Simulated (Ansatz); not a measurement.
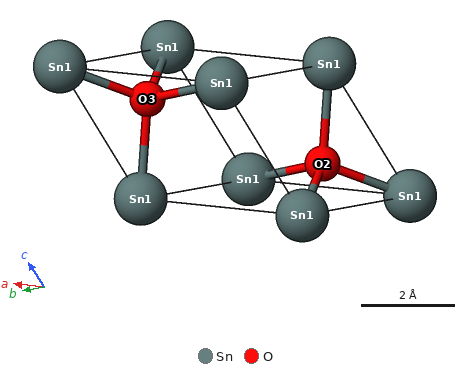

Figure 1. The structure as given in the input (ball-and-stick view of the reduced cell, seen at an oblique angle; atoms are numbered from 1 in the order of the input). Near neighbours in the crystal (not all of them lie inside the picture): Sn has 8 O at 2.18 to 2.20 Å; O has 4 Sn at 2.18 to 2.20 Å.

# SnO₂: a changed input and its effect

System: SnO₂ (Immm, 3 atoms in the cell).
Method of run A: DFT, r2SCAN, plane waves, PAW, no spin polarisation (Ansatz 0.2.0).

The structure was built on a prototype by a generator. The geometry comes from this level: r2SCAN (a point of a series of strains). Text and figures count atoms from 1; the logs count them from 0 in places.

## Input, run A
```yaml
crystal:
  lattice:
    - [-0.0187476556, 2.5334669704, 2.5334669704]
    - [2.5334669704, -0.0187476556, 2.5334669704]
    - [2.5147193148, 2.5147193148, 0.0]
  atoms:
    - { symbol: Sn, position: [0.0, 0.0, 0.0] }
    - { symbol: O, position: [0.2504051804, 0.2504051804, 0.2495948196] }
    - { symbol: O, position: [0.7495948196, 0.7495948196, 0.7504051804] }
kpoints:
  mp_grid: { grid: [8, 8, 8] }
  band_path:
    path:
      - [0.0, 0.0, 0.0]
      - [0.5, 0.0, 0.5]
      - [0.625, 0.25, 0.625]
      - [0.375, 0.375, 0.75]
      - [0.5, 0.5, 0.5]
      - [0.5, 0.25, 0.75]
    npoints: 1
hamiltonian:
  xc: r2scan
scf:
  occupations: { method: fixed }
  n_extra_bands: 4
output:
  forces: true
  stress: true
  eigenvalues: true
```

Hardware: 4 threads of an Arm (aarch64) CPU, shared host.

## Output, shortened to warnings, some set-up lines, iterations and results (run A)
```
Basis set: ecut = 500 eV, 869 PW (Γ), exchange–correlation on 108×108×108 points (64 copies of the dense FFT grid, shifted against one another)
Symmetry: 8 space group operations
k-points: 95 of 512
Initial density: superposition of atomic densities (neutral atoms: chi_scale 0, normalization atom), corrected by the library's trained network
[...]
SCF iter   1: F=—  HF=-7175.309007 eV  |F-HF|=—  |Δ(HF+E_count)|=         —  Δρ=1.55e-2  dr2=7.70e-2  dr2_τ=1.45e-1  ethr=1.77e-3  ⟨swp⟩=4.0  Hψ=7077  notcnv=0  defer=151
SCF iter   2: F=—  HF=-7175.373037 eV  |F-HF|=—  |Δ(HF+E_count)|=   6.40e-2  Δρ=8.30e-3  dr2=7.68e-3  dr2_τ=2.96e-3  ethr=2.96e-4  ⟨swp⟩=2.2  Hψ=3338  notcnv=0  defer=186
SCF iter   3: F=—  HF=-7175.372016 eV  |F-HF|=—  |Δ(HF+E_count)|=   1.02e-3  Δρ=3.18e-3  dr2=1.71e-3  dr2_τ=1.18e-4  ethr=2.95e-5  ⟨swp⟩=2.0  Hψ=2365  notcnv=0  defer=190
SCF iter   4: F=—  HF=-7175.371918 eV  |F-HF|=—  |Δ(HF+E_count)|=   9.80e-5  Δρ=1.24e-3  dr2=2.06e-4  dr2_τ=1.38e-5  ethr=6.59e-6  ⟨swp⟩=2.0  Hψ=1805  notcnv=0  defer=190
SCF iter   5: F=—  HF=-7175.371913 eV  |F-HF|=—  |Δ(HF+E_count)|=   4.91e-6  Δρ=2.96e-4  dr2=1.01e-5  dr2_τ=8.45e-7  ethr=7.94e-7  ⟨swp⟩=1.0  Hψ=1615  notcnv=0  defer=13
SCF iter   6: F=—  HF=-7175.371914 eV  |F-HF|=—  |Δ(HF+E_count)|=   6.71e-7  Δρ=4.89e-5  dr2=3.24e-7  dr2_τ=2.53e-8  ethr=3.87e-8  ⟨swp⟩=1.1  Hψ=1695  notcnv=0
SCF iter   7: F=-7175.371914 eV  HF=-7175.371914 eV  |F-HF|=1.55e-11  |Δ(HF+E_count)|=   1.98e-8  Δρ=2.62e-6  dr2=8.41e-10  dr2_τ=5.27e-11  ethr=3.85e-10  ⟨swp⟩=5.9  Hψ=7114  …
SCF 1 converged in 7 iterations: F = -7175.371914 eV  dr2 = 8.41e-10
NSCF: frozen V_eff on 6 k-points
SCF converged after 7 iterations
Free energy (F): -7175.371914 eV
Harris-Foulkes:  -7175.371914 eV  (|F-HF|=1.55e-11)
Internal energy: -7175.371914 eV  (E = F + TS)
E sigma→0 (E₀):  -7175.371914 eV
Fermi energy:    11.432883 eV
--- Per-component energies (eV) ---
  E_band       = -27.103958
  E_kinetic    = 544.596513
  E_local      = -1182.953383  (includes V_loc(G=0)·N_el)
  E_nonlocal   = 65.611174
  E_hartree    = 648.213127
  E_xc         = -518.529039
  E_vxc        = -311.990304  (∫ρ·V_xc dr)
  E_paw        = -4492.657559  (= ΣΔE_a)
  E_vpaw       = -458.190904  (= ΣTr[D̂ρ^β])
  E_aug_tail   = 0.002073  (compensation charges beyond the density's cutoff)
  E_vtau       = 19.394661  (kinetic-family band-sum trace: ∫τ·v_τ [+ j·A + Jᵃ·Aᵃ] dr)
  E_ewald      = -2240.326257
  E_core_change = 0.671438  (= ΣΔE_core)
  E_smearing   = -0.000000  (= −TS)
  E_closure    = 0.000000  (closes the sum)
  Σ components = -7175.371914   (vs F -7175.371914, Δ=0.00e0)
--- Forces (eV/Å), atoms counted from 1 ---
  atom   1  Sn     0.00000000     0.00000000    -0.00000000
  atom   2  O      0.00000000     0.00000000     0.00143846
  atom   3  O      0.00000000     0.00000000    -0.00143846
  max |Σ_I F_I| component: 4.34e-18 eV/Å
--- Stress (GPa, compression-positive) ---
        0.066208       0.252289       0.000000
        0.252289       0.066208      -0.000000
        0.000000       0.000000       0.051724
  P = ⅓ Tr σ = 0.0614 GPa (0.614 kbar)
```

For run B the input was changed thus:
```diff
-  xc: r2scan
+  xc: pbe
-  occupations: { method: fixed }
+  occupations: { method: fermi_dirac, width: 0.02 }
```

Predict how the results change.

The total energies belong to different methods, so their difference says nothing on which is more stable or more accurate. The gap on the mesh goes from 0.84 to 0.29 eV. The pressure goes from 0.06 to 9.34 GPa. The functional changes from r2SCAN to PBE. The SCF takes 6 iterations against 7. The default cutoff goes from 500 to 420 eV with the change. The plane waves at Γ go from 869 to 619.

## Output, shortened to warnings, some set-up lines, iterations and results (run B)
```
Basis set: ecut = 420 eV, 619 PW (Γ), exchange–correlation on 48×48×48 points (8 copies of the dense FFT grid, shifted against one another)
Symmetry: 8 space group operations
k-points: 95 of 512
Initial density: superposition of atomic densities (neutral atoms: chi_scale 0, normalization atom), corrected by the library's trained network
[...]
SCF iter   1: F=—  HF=-7158.188150 eV  |F-HF|=—  |Δ(HF+E_count)|=         —  Δρ=5.52e-3  dr2=9.13e-3  ethr=1.77e-3  ⟨swp⟩=6.0  Hψ=8132  notcnv=0
SCF iter   2: F=—  HF=-7158.186010 eV  |F-HF|=—  |Δ(HF+E_count)|=   2.14e-3  Δρ=3.00e-3  dr2=2.03e-3  ethr=3.51e-5  ⟨swp⟩=2.2  Hψ=3428  notcnv=0
SCF iter   3: F=—  HF=-7158.185593 eV  |F-HF|=—  |Δ(HF+E_count)|=   4.17e-4  Δρ=6.01e-4  dr2=6.32e-5  ethr=7.79e-6  ⟨swp⟩=2.0  Hψ=2571  notcnv=0
SCF iter   4: F=—  HF=-7158.185809 eV  |F-HF|=—  |Δ(HF+E_count)|=   2.16e-4  Δρ=9.35e-5  dr2=1.86e-6  ethr=2.43e-7  ⟨swp⟩=2.0  Hψ=2608  notcnv=0
SCF iter   5: F=-7158.185816 eV  HF=-7158.185816 eV  |F-HF|=4.52e-8  |Δ(HF+E_count)|=   6.61e-6  Δρ=1.16e-5  dr2=1.87e-8  ethr=7.14e-9  ⟨swp⟩=2.1  Hψ=2827  notcnv=0
SCF iter   6: F=-7158.185816 eV  HF=-7158.185816 eV  |F-HF|=1.89e-9  |Δ(HF+E_count)|=   5.75e-8  Δρ=3.09e-6  dr2=2.02e-9  ethr=7.21e-11  ⟨swp⟩=3.2  Hψ=6310  notcnv=0
SCF 1 converged in 6 iterations: F = -7158.185816 eV  dr2 = 2.02e-9
NSCF: frozen V_eff on 6 k-points
SCF converged after 6 iterations
Free energy (F): -7158.185816 eV
Harris-Foulkes:  -7158.185816 eV  (|F-HF|=1.89e-9)
Internal energy: -7158.185813 eV  (E = F + TS)
E sigma→0 (E₀):  -7158.185814 eV
Entropy (-TS):   -0.000003 eV (-0.001 meV/atom)
Fermi energy:    11.937594 eV
--- Per-component energies (eV) ---
  E_band       = -7.463971
  E_kinetic    = 543.202800
  E_local      = -1181.747893  (includes V_loc(G=0)·N_el)
  E_nonlocal   = 67.145552
  E_hartree    = 645.831529
  E_xc         = -527.957305
  E_vxc        = -282.745480  (∫ρ·V_xc dr)
  E_paw        = -4464.339153  (= ΣΔE_a)
  E_vpaw       = -444.988432  (= ΣTr[D̂ρ^β])
  E_aug_tail   = 0.004914  (compensation charges beyond the density's cutoff)
  E_ewald      = -2240.326257
  E_smearing   = -0.000003  (= −TS)
  E_closure    = -0.000000  (closes the sum)
  Σ components = -7158.185816   (vs F -7158.185816, Δ=0.00e0)
--- Forces (eV/Å), atoms counted from 1 ---
  atom   1  Sn     0.00000000     0.00000000    -0.00000000
  atom   2  O      0.00000000    -0.00000000     0.01765580
  atom   3  O      0.00000000     0.00000000    -0.01765580
  max |Σ_I F_I| component: 3.47e-18 eV/Å
--- Stress (GPa, compression-positive) ---
        9.340603       0.333412       0.000000
        0.333412       9.340603       0.000000
        0.000000      -0.000000       9.330858
  P = ⅓ Tr σ = 9.3374 GPa (93.374 kbar)
```

## The two runs side by side

| quantity | run A | run B |
| --- | --- | --- |
| outcome | converged | converged |
| free energy per atom (eV) | −2391.7906 | −2386.0619 |
| gap on the mesh (eV) | 0.84 | 0.29 |
| pressure (GPa) | 0.06 | 9.34 |
| largest force (eV/Å) | 0.001 | 0.018 |
| SCF iterations | 7 | 6 |
| irreducible k-points | 95 | 95 |
| plane waves at Γ | 869 | 619 |
| wall time (shared host) | 2.5 s | 1 s |

For run B: The cell is under a pressure of 9.3 GPa at this level, so it is not at its equilibrium volume.
